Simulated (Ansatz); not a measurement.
## ZnAu: band-structure calculation

System: ZnAu (Pm-3m, 2 atoms in the cell).
Method: DFT, PBEsol, PAW with Ansatz's default frozen-core files, scalar-relativistic, no spin polarisation (Ansatz 0.2.0).

The structure derives from an entry of the Crystallography Open Database. It belongs to a series of runs on one base structure; here: functional pbesol, PAW files. Figures and captions count atoms from 1; the log counts them from 0 in places.

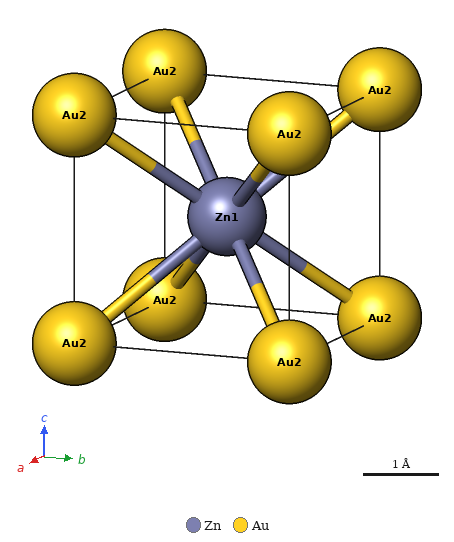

The input geometry (ball-and-stick view of the cell of the calculation, seen slightly off an axis; atoms are numbered from 1 in the order of the input). An atom can appear more than once, as a periodic image.

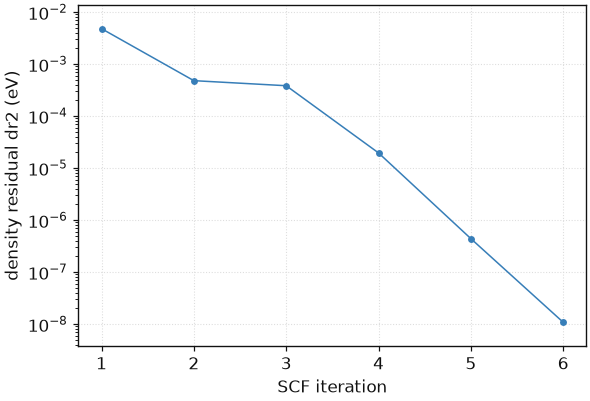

Convergence of the self-consistent field: density residual dr2 against the SCF iteration. The residual falls at every step.

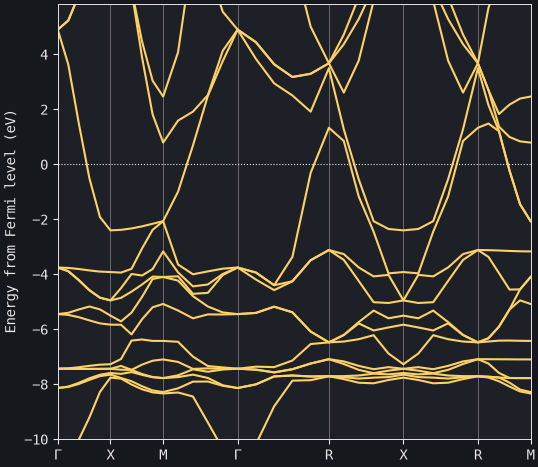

Band structure along Γ–X–M–Γ–R–X–R–M, with energies from the Fermi level. Bands cross the Fermi level: a metal at this level of theory.

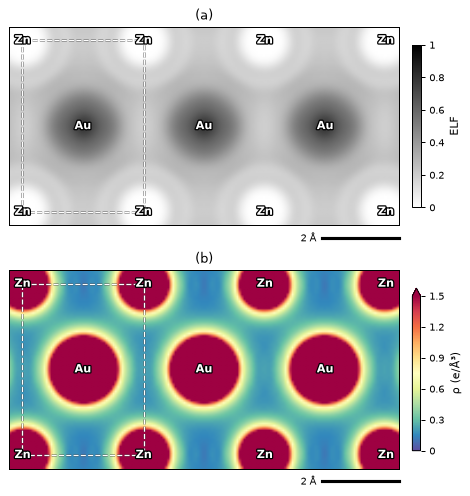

(a) electron localisation function; (b) valence charge density (pseudo) on the (11̄0) plane of the conventional cell. Atoms in the plane: Zn and Au. Zn–Au (2.73 Å): the density is about 0.3 e/Å³ at the midpoint; the ELF is about 0.30 at the midpoint; no shared electron pair. Away from the nuclei the density in this plane falls to 0.11 e/Å³ at its lowest. The strong features right at Au lie inside the PAW spheres (semicore, d or f shells) and say nothing about bonding. Core electrons are frozen (PAW), so the fields are smoothed inside the atomic spheres.

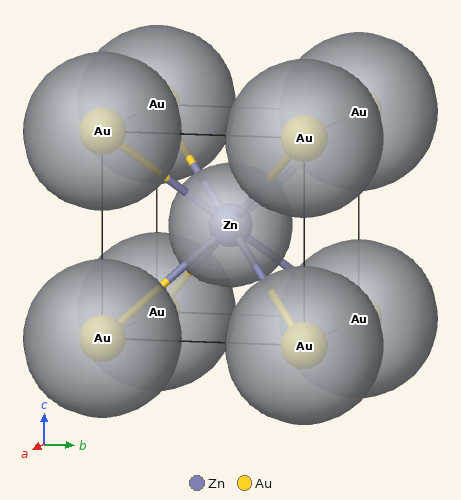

Isosurface of the valence electron density at 0.4 e/Å³ (grey), seen slightly off an axis. Sticks mark near contacts. The outline is the cell set on symmetry axes. At this value the density breaks into separate islands; it holds about 85 % of the electrons treated as valence (semicore included). It is pinched off along the Zn–Au (2.73 Å) contacts. On the grid the lowest density along these lines, outside the cores, is 0.27 e/Å³ (Zn–Au, 2.73 Å).

These pictures come from the run below.

**Input**
```yaml
crystal:
  lattice:
    - [3.147, 0.0, 0.0]
    - [0.0, 3.147, 0.0]
    - [0.0, 0.0, 3.147]
  atoms:
    - { symbol: Zn, position: [0.5, 0.5, 0.5] }
    - { symbol: Au, position: [0.0, 0.0, 0.0] }
kpoints:
  mp_grid: { grid: [13, 13, 13] }
  band_path:
    path:
      - [0.0, 0.0, 0.0]
      - [0.0, 0.5, 0.0]
      - [0.5, 0.5, 0.0]
      - [0.0, 0.0, 0.0]
      - [0.5, 0.5, 0.5]
      - [0.0, 0.5, 0.0]
      - [0.5, 0.5, 0.5]
      - [0.5, 0.5, 0.0]
    npoints: 5
scf:
  occupations: { method: fermi_dirac, width: 0.05 }
hamiltonian:
  xc: pbesol
  pseudopotentials: { kind: paw }
output:
  forces: true
  stress: true
  eigenvalues: true
  efg: { contact_densities: true }
  write_density: true
  write_potential: true
  elf: true
  volumetric_format: npy
```

Run as:
```bash
ansatz run input.yaml --threads 1 --pin off --max-ram 2048MiB --backend cpu --events-out ev --progress --plain --runs-dir out
```

**What the program printed**
```
Au: output.efg is read without spin–orbit coupling, which moves field gradients at and beside such atoms by some per cent and up to a factor of two; PAW files take it under magnetization.noncollinear and magnetization.spin_orbit
Engine: ansatz 0.2.0, aarch64-unknown-linux-gnu
Pseudopotentials: kind: paw
Pseudopotential: Zn, paw, valence charge 12, recommended cutoff 420 eV (normal), Zn.paw.azcp
Pseudopotential: Au, paw, valence charge 19, recommended cutoff 420 eV (normal), Au.paw.azcp
Functional definition: PBEsol
  exchange = pbesol_x
  correlation = pbesol_c
Crystal: 2 atoms, lattice volume = 31.167 Å³
Basis set: ecut = 420 eV, 619 PW (Γ), exchange–correlation on 48×48×48 points (8 copies of the dense FFT grid, shifted against one another)
Bands: 20, of which v1, the nominal top of the filled ones, is band 16 counted from 1 (15 counted from 0)
Symmetry: 48 space group operations
Space group: Pm-3m (ITA 221), of the structure as read, at distance tolerance 3.1e-5 Å
k-points: 84 of 2197
Non-local potential: Zn, projectors of the file, l = 0: 2, l = 1: 2, l = 2: 3, l = 3: 1
Non-local potential: Au, projectors of the file, l = 0: 3, l = 1: 2, l = 2: 2, l = 3: 1
PAW form: soft (Blöchl's): semilocal exchange-correlation on the pseudo side does not see the compensation charge
PAW frozen core: Zn, regenerated for the run's functional, and the local potential with it (the file was generated under x = pbe(κ = 0.804, μ = 0.2195149727645171), c = pbe(β = 0.06672455060314922))
PAW frozen core: Au, regenerated for the run's functional, and the local potential with it (the file was generated under x = pbe(κ = 0.804, μ = 0.2195149727645171), c = pbe(β = 0.06672455060314922))
PAW one-centre angular grid: Zn, 590 points (default); XC on 64 Gauss nodes
PAW one-centre angular grid: Au, 590 points (default); XC on 64 Gauss nodes
Initial density: superposition of atomic densities (neutral atoms: chi_scale 0, normalization atom), corrected by the library's trained network
Initial wavefunctions: pseudopotential atomic-orbital guess
Functional: x = pbesol(κ = 0.804, μ = 0.12345679012345678), c = pbesol(β = 0.046)
SCF iter   1: F=—  HF=-16288.450096 eV  |F-HF|=—  |Δ(HF+E_count)|=         —  Δρ=5.06e-3  dr2=4.78e-3  ethr=1.77e-3  ⟨swp⟩=5.4  Hψ=7111  notcnv=0
preconditioner: auto → none  [metal: Δε(μ)=0.070 eV  Ē_g=12.649 eV  σ=0.050 eV  W_gap=0.33  n_scr=6 (ndim 8)  ℏωp=31.9 eV  f_vac=0.000  D(μ)=0.83/eV (n_scr^D=6)  sad-step TF]
SCF iter   2: F=—  HF=-16288.449853 eV  |F-HF|=—  |Δ(HF+E_count)|=   2.42e-4  Δρ=1.43e-3  dr2=4.78e-4  ethr=1.54e-5  ⟨swp⟩=2.0  Hψ=3568  notcnv=0  defer=20
SCF iter   3: F=—  HF=-16288.449704 eV  |F-HF|=—  |Δ(HF+E_count)|=   1.49e-4  Δρ=1.30e-3  dr2=3.82e-4  ethr=1.54e-6  ⟨swp⟩=2.0  Hψ=2617  notcnv=0  defer=20
SCF iter   4: F=—  HF=-16288.449605 eV  |F-HF|=—  |Δ(HF+E_count)|=   9.97e-5  Δρ=3.82e-4  dr2=1.95e-5  ethr=1.23e-6  ⟨swp⟩=2.0  Hψ=2515  notcnv=0  defer=20
SCF iter   5: F=—  HF=-16288.449600 eV  |F-HF|=—  |Δ(HF+E_count)|=   5.26e-6  Δρ=7.54e-5  dr2=4.38e-7  ethr=6.30e-8  ⟨swp⟩=2.0  Hψ=2516  notcnv=0  defer=20
SCF iter   6: F=-16288.449600 eV  HF=-16288.449600 eV  |F-HF|=9.39e-10  |Δ(HF+E_count)|=   8.91e-7  Δρ=1.12e-5  dr2=1.08e-8  ethr=3.23e-10  ⟨swp⟩=9.2  Hψ=11725  notcnv=0
SCF 1 converged in 6 iterations: F = -16288.449600 eV  dr2 = 1.08e-8
  Residual-converged pass: ⟨swp⟩=1.1  Hψ=2021  notcnv=0  max |occ|·‖R‖ = 7.0e-9 eV (tolerance 1.0e-8 eV)  dr2=1.08e-8  dr2_onsite=2.00e-9  max |Δocc| = 1.2e-10
  greatest PAW one-centre occupation: 1.001 electrons in one spin orbital (limit 2), on the Au atom at site 1 (counted from 0), in its partial waves of l = 0
NSCF: frozen V_eff on 36 k-points
SCF converged after 6 iterations
Free energy (F): -16288.449600 eV
Harris-Foulkes:  -16288.449600 eV  (|F-HF|=9.39e-10)
Internal energy: -16288.443322 eV  (E = F + TS)
E sigma→0 (E₀):  -16288.446461 eV
Entropy (-TS):   -0.006278 eV (-3.139 meV/atom)
Fermi energy:    16.916622 eV
--- Per-component energies (eV) ---
  E_band       = -171.861746
  E_kinetic    = 736.166383
  E_local      = -3253.761972  (includes V_loc(G=0)·N_el)
  E_nonlocal   = 690.523899
  E_hartree    = 1370.853619
  E_xc         = -363.165312
  E_vxc        = -328.335591  (∫ρ·V_xc dr)
  E_paw        = -11355.451801  (= ΣΔE_a)
  E_vpaw       = -758.167184  (= ΣTr[D̂ρ^β])
  E_aug_tail   = 0.000951  (compensation charges beyond the density's cutoff)
  E_ewald      = -4114.715922
  E_core_change = 1.106834  (= ΣΔE_core)
  E_smearing   = -0.006278  (= −TS)
  E_closure    = -0.000000  (closes the sum)
  Σ components = -16288.449600   (vs F -16288.449600, Δ=0.00e0)
--- Forces (eV/Å), atoms counted from 1 ---
  atom   1  Zn     0.00000000     0.00000000     0.00000000
  atom   2  Au    -0.00000000     0.00000000     0.00000000
  max |Σ_I F_I| component: 5.42e-29 eV/Å
--- Stress (GPa, compression-positive) ---
       -2.403937      -0.000000       0.000000
       -0.000000      -2.403937       0.000000
        0.000000       0.000000      -2.403937
  P = ⅓ Tr σ = -2.4039 GPa (-24.039 kbar)
--- PAW observables at the nuclei: V_zz in 10²¹ V/m², potentials from the cell's mean, atoms counted from 1 ---
  atom   1  Zn V_zz =    +0.000000   η = 0.0000   by run symmetry: forbidden
            electrostatic potential = -3953.394939 V   contact ρ = 166269.017263 e/Å³
  atom   2  Au V_zz =    +0.000000   η = 0.0000   by run symmetry: forbidden
            electrostatic potential = -16458.093793 V   contact ρ = 13062264.735872 e/Å³
--- Band table (eV; the first three rows and the last of 84) ---
  k-point 0: bands = ["-89.3362", "-40.7060", "-40.7060", "-40.7060", "6.2116", "8.7792", "8.7792", "9.4813", "9.4813", "9.4813", "11.4682", "11.4682", "13.1629", "13.1629", "13.1629", "21.8164", "21.8164", "21.8164", "25.7098", "28.9471"]
  k-point 1: bands = ["-89.3362", "-40.7083", "-40.7058", "-40.7058", "6.3170", "8.8027", "8.8110", "9.4801", "9.4801", "9.4903", "11.4506", "11.4968", "13.0816", "13.0816", "13.1539", "20.9886", "22.0160", "22.0160", "26.2271", "28.8357"]
  k-point 2: bands = ["-89.3360", "-40.7148", "-40.7053", "-40.7053", "6.6280", "8.8701", "8.8981", "9.4772", "9.4772", "9.5153", "11.3997", "11.5756", "12.8671", "12.8671", "13.1287", "19.3988", "22.5854", "22.5854", "26.8201", "28.5364"]
  k-point 83: bands = ["-89.3334", "-40.7392", "-40.7392", "-40.7392", "9.1763", "9.2053", "9.2053", "9.7929", "9.7929", "10.4400", "10.5123", "10.5123", "13.7399", "13.7399", "18.2965", "19.1393", "20.4999", "20.4999", "21.2451", "22.9967"]
```

**File rho_z.tsv**
```
# z_ang	rho[e/angstrom^3]
# format = ansatz-planar-average/11
# lattice	3.147000000	0.000000000	0.000000000
# lattice	0.000000000	3.147000000	0.000000000
# lattice	0.000000000	0.000000000	3.147000000
# sites	2
# site	30	1.573500000	1.573500000	1.573500000
# site	79	0.000000000	0.000000000	0.000000000
0.000000	1.759855e0
0.131125	1.680077e0
0.262250	1.468070e0
0.393375	1.182713e0
0.524500	8.883102e-1
0.655625	6.367111e-1
0.786750	4.672775e-1
0.917875	4.023052e-1
1.049000	4.411003e-1
1.180125	6.175276e-1
1.311250	9.870116e-1
1.442375	1.448582e0
1.573500	1.672438e0
1.704625	1.448582e0
1.835750	9.870116e-1
1.966875	6.175276e-1
2.098000	4.411003e-1
2.229125	4.023052e-1
2.360250	4.672775e-1
2.491375	6.367111e-1
2.622500	8.883102e-1
2.753625	1.182713e0
2.884750	1.468070e0
3.015875	1.680077e0
```

**Key numbers**

- outcome: converged
- space group (tolerance 0.01 Å): Pm-3m (221)
- electrons treated: 31
- free energy: −16288.4496 eV
- Fermi energy: 16.917 eV
- pressure: −2.40 GPa
- field gradient V_zz (10²¹ V/m²): zero at all sites
- electronic character: metal
- largest force (length of the vector): under 0.001 eV/Å
- hardware: 1 thread of Arm Neoverse V1, 24 GiB of memory available, shared host
- wall time: 7 s
- peak memory: 0.4 GiB

**Remarks**

The program warns: the field gradients leave out spin–orbit coupling. Spin–orbit coupling is left out, which matters for Au.
